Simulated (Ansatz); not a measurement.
# Single-point calculation of BN

- system: BN (Cm, 4 atoms in the cell)
- method: DFT PBE+D3(BJ), scalar-relativistic, plane waves, PAW, no spin polarisation (Ansatz 0.2.0)

The structure derives from an entry of the Crystallography Open Database. Figures and captions count atoms from 1; the log counts them from 0 in places.

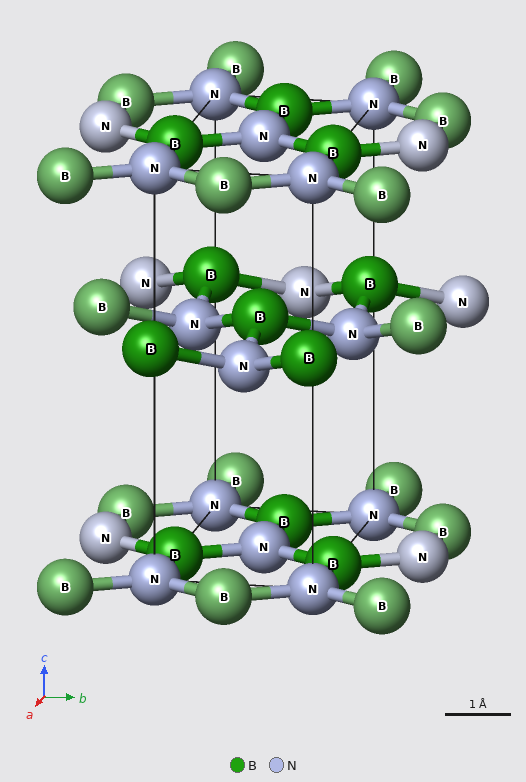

*The structure as given in the input (ball-and-stick view of the cell 2 times as large as that of the calculation, set on its symmetry axes, seen slightly off an axis; neighbours outside the cell are drawn fainter).*

### Key numbers

| quantity | value |
| --- | --- |
| outcome | converged |
| space group (tolerance 0.01 Å) | Cm (8) |
| electrons treated | 16 |
| free energy | −1082.4193 eV |
| Fermi energy | 7.589 eV |
| gap on the k-point mesh | 0.22 eV |
| pressure | 8.18 GPa |
| largest force (length of the vector) | 11.816 eV/Å |
| hardware | 2 threads of Arm Neoverse V1, 24 GiB of memory available, shared host |
| wall time | 6 s (CPU time 12 s) |
| peak memory | 0.36 GiB |

### Input
```yaml
crystal:
  lattice:
    - [2.5061233057, 0.0, 0.0]
    - [-1.2530616528, 2.1703664477, 0.0]
    - [0.0, 0.0, 6.597357142]
  atoms:
    - { symbol: B, position: [-0.0663482428, -0.1326964856, 0.4272435932] }
    - { symbol: B, position: [0.3333333333, 0.6666666667, 0.0] }
    - { symbol: "N", position: [0.0, 0.0, 0.0] }
    - { symbol: "N", position: [0.6666666667, 0.3333333333, 0.5] }
basis:
  ecutwfc: 420
kpoints:
  mp_grid: { grid: [12, 12, 4] }
hamiltonian:
  xc: pbe
  dispersion: d3bj
scf:
  occupations: { method: gaussian, width: 0.05 }
output:
  forces: true
  stress: true
  eigenvalues: true
  write_density: true
  write_potential: true
  elf: true
  volumetric_format: npy
```

Launch command:
```bash
ansatz run input.yaml --threads 2 --pin off --max-ram 4096MiB --backend cpu --events-out ev --progress --plain --runs-dir out
```

### The program's output
```
Engine: ansatz 0.2.0, aarch64-unknown-linux-gnu
Pseudopotentials: kind: paw
Pseudopotential: B, paw, valence charge 3, recommended cutoff 420 eV (normal), B.paw.azcp
Pseudopotential: N, paw, valence charge 5, recommended cutoff 420 eV (normal), N.paw.azcp
Functional definition: PBE
  parameter kappa = 0.804
  parameter beta = 0.06672455060314922
  exchange = pbe_x(kappa = kappa, mu = beta*pi^2/3)
  correlation = pbe_c(beta = beta)
Crystal: 4 atoms, lattice volume = 35.884 Å³
Basis set: ecut = 420 eV, 713 PW (Γ), exchange–correlation on 36×36×90 points (8 copies of the dense FFT grid, shifted against one another)
Bands: 12, of which v1, the nominal top of the filled ones, is band 8 counted from 1 (7 counted from 0)
Symmetry: 2 space group operations
Space group: Cm (ITA 8), of the structure as read, at distance tolerance 3.3e-5 Å
k-points: 164 of 576 (time reversal used)
Non-local potential: B, projectors of the file, l = 0: 2, l = 1: 2, l = 2: 1
Non-local potential: N, projectors of the file, l = 0: 2, l = 1: 2, l = 2: 1
PAW form: soft (Blöchl's): semilocal exchange-correlation on the pseudo side does not see the compensation charge
PAW one-centre angular grid: B, 110 points (default); XC on 64 Gauss nodes
PAW one-centre angular grid: N, 110 points (default); XC on 64 Gauss nodes
Initial density: superposition of atomic densities (neutral atoms: chi_scale 0, normalization atom), corrected by the library's trained network
Initial wavefunctions: pseudopotential atomic-orbital guess
Functional: x = pbe(κ = 0.804, μ = 0.2195149727645171), c = pbe(β = 0.06672455060314922)
SCF iter   1: F=—  HF=-1082.433555 eV  |F-HF|=—  |Δ(HF+E_count)|=         —  Δρ=1.01e-2  dr2=4.74e-2  ethr=1.77e-3  ⟨swp⟩=6.8  Hψ=12192  notcnv=0
preconditioner: auto → none  [insulator: Δε(μ)=0.577 eV  Ē_g=14.671 eV  σ=0.050 eV  W_gap=1.00  n_scr=4 (ndim 8)  ℏωp=24.8 eV  f_vac=0.032  D(μ)=0.00/eV (n_scr^D=0)  ε∞_Penn≈3.9]
SCF iter   2: F=—  HF=-1082.423272 eV  |F-HF|=—  |Δ(HF+E_count)|=   1.03e-2  Δρ=7.67e-3  dr2=2.25e-2  ethr=2.96e-4  ⟨swp⟩=3.2  Hψ=5054  notcnv=0
SCF iter   3: F=—  HF=-1082.419552 eV  |F-HF|=—  |Δ(HF+E_count)|=   3.72e-3  Δρ=2.88e-3  dr2=3.36e-3  ethr=1.40e-4  ⟨swp⟩=2.1  Hψ=3406  notcnv=0
SCF iter   4: F=—  HF=-1082.419214 eV  |F-HF|=—  |Δ(HF+E_count)|=   3.38e-4  Δρ=1.33e-3  dr2=2.68e-4  ethr=2.10e-5  ⟨swp⟩=2.2  Hψ=2967  notcnv=0
SCF iter   5: F=—  HF=-1082.419308 eV  |F-HF|=—  |Δ(HF+E_count)|=   9.47e-5  Δρ=4.32e-4  dr2=1.97e-5  ethr=1.68e-6  ⟨swp⟩=2.3  Hψ=3208  notcnv=0
SCF iter   6: F=—  HF=-1082.419327 eV  |F-HF|=—  |Δ(HF+E_count)|=   1.84e-5  Δρ=8.99e-5  dr2=1.05e-6  ethr=1.23e-7  ⟨swp⟩=2.7  Hψ=3347  notcnv=0
SCF iter   7: F=-1082.419329 eV  HF=-1082.419329 eV  |F-HF|=1.31e-7  |Δ(HF+E_count)|=   1.94e-6  Δρ=2.20e-5  dr2=8.29e-8  ethr=6.25e-10  ⟨swp⟩=6.7  Hψ=12960  notcnv=0
SCF 1 converged in 7 iterations: F = -1082.419329 eV  dr2 = 8.29e-8
  greatest PAW one-centre occupation: 0.819 electrons in one spin orbital (limit 2), on the N atom at site 3 (counted from 0), in its partial waves of l = 0
SCF converged after 7 iterations
Free energy (F): -1082.419329 eV
Harris-Foulkes:  -1082.419329 eV  (|F-HF|=1.31e-7)
Internal energy: -1082.419328 eV  (E = F + TS)
E sigma→0 (E₀):  -1082.419328 eV
Entropy (-TS):   -0.000001 eV (-0.000 meV/atom)
Fermi energy:    7.588745 eV
--- Per-component energies (eV) ---
  E_band       = -33.252430
  E_kinetic    = 364.493814
  E_local      = -672.360519  (includes V_loc(G=0)·N_el)
  E_nonlocal   = 117.322261
  E_hartree    = 215.344530
  E_xc         = -183.757327
  E_vxc        = -227.931642  (∫ρ·V_xc dr)
  E_paw        = -413.402125  (= ΣΔE_a)
  E_vpaw       = -45.463453  (= ΣTr[D̂ρ^β])
  E_aug_tail   = 0.000195  (compensation charges beyond the density's cutoff)
  E_ewald      = -509.488414
  E_disp       = -0.571743  (pairwise vdW)
  E_smearing   = -0.000001  (= −TS)
  E_closure    = -0.000000  (closes the sum)
  Σ components = -1082.419329   (vs F -1082.419329, Δ=0.00e0)
--- Forces (eV/Å), atoms counted from 1 ---
  atom   1  B      0.00000000    11.31521011     3.40261723
  atom   2  B     -0.00000000    -0.00494919    -0.38004733
  atom   3  N     -0.00000000    -0.01722927     0.30785756
  atom   4  N     -0.00000000   -11.29310632    -3.33036009
  max |Σ_I F_I| component: 7.47e-5 eV/Å
--- Stress (GPa, compression-positive) ---
        3.663271       0.000000      -0.000000
        0.000000      29.661500     -23.914467
       -0.000000     -23.914564      -8.773565
  P = ⅓ Tr σ = 8.1837 GPa (81.837 kbar)
--- Band table (eV; the first three rows and the last of 164) ---
  k-point 0: bands = ["-13.4929", "-11.9689", "-1.8438", "1.1025", "2.8382", "2.8394", "3.1187", "7.4691", "8.4769", "14.1014", "14.4998", "15.7913"]
  k-point 1: bands = ["-13.4867", "-11.9808", "-1.6425", "0.7172", "2.8388", "2.8401", "3.1422", "7.4700", "9.0564", "13.8109", "14.1016", "15.7904"]
  k-point 2: bands = ["-13.4805", "-11.9929", "-1.3720", "0.2820", "2.8386", "2.8399", "3.1582", "7.4700", "9.7819", "13.0068", "14.1014", "15.7889"]
  k-point 163: bands = ["-10.5222", "-9.0244", "-3.4111", "-1.6924", "-1.1924", "0.5720", "2.8471", "3.7783", "9.7886", "9.9154", "14.2298", "16.4822"]
```

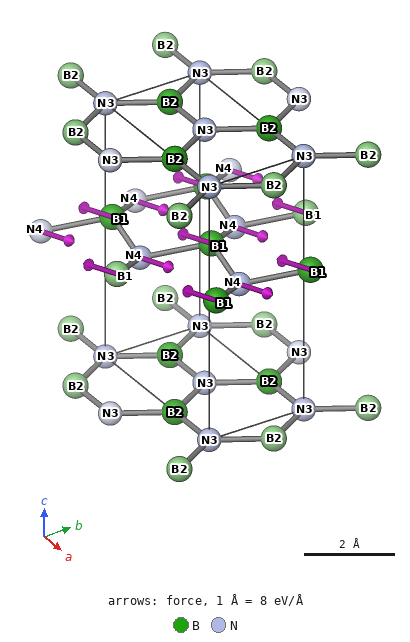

*Forces on the atoms as pink arrows (ball-and-stick view of the cell 2 times as large as that of the calculation, set on its symmetry axes, seen at an oblique angle; neighbours outside the cell are drawn fainter; atoms are numbered from 1 in the order of the input); the smallest are left out.*

The largest act on B1 (11.82 eV/Å); N4 (11.77 eV/Å). The geometry is not a stationary point of this energy.

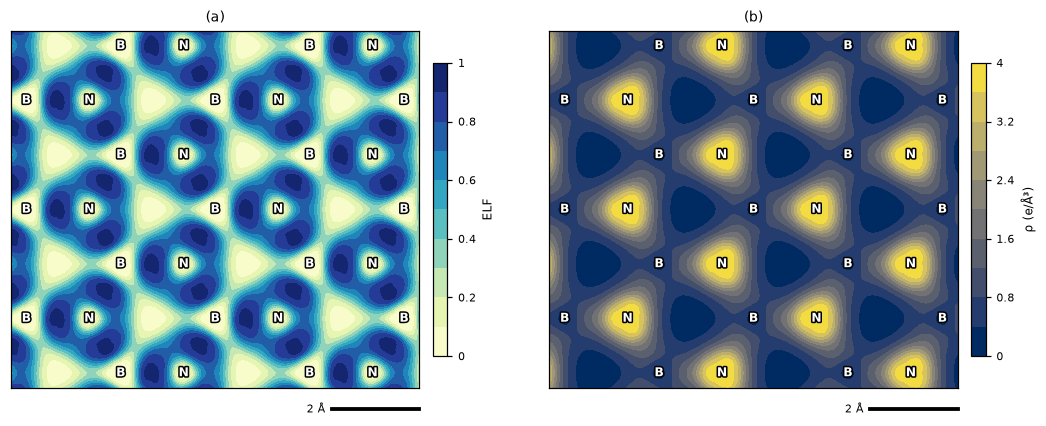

*(a) ELF; (b) valence pseudo-density on the (001) plane of the conventional cell.*

Atoms in the plane: B and N. Away from the nuclei the density in this plane falls to 0.14 e/Å³ at its lowest. Core electrons are frozen (PAW), so the fields are smoothed inside the atomic spheres.

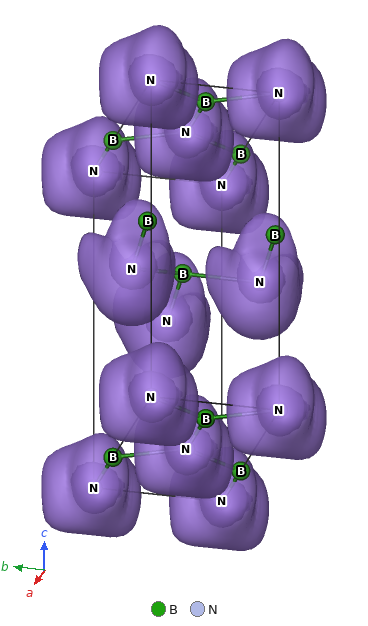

*Isosurface of the ELF at 0.7 (purple), seen at an oblique angle. Core shells and regions of very low density are left out. Sticks mark near contacts. The outline is the cell set on symmetry axes.*

Along the contacts the grid gives the following.
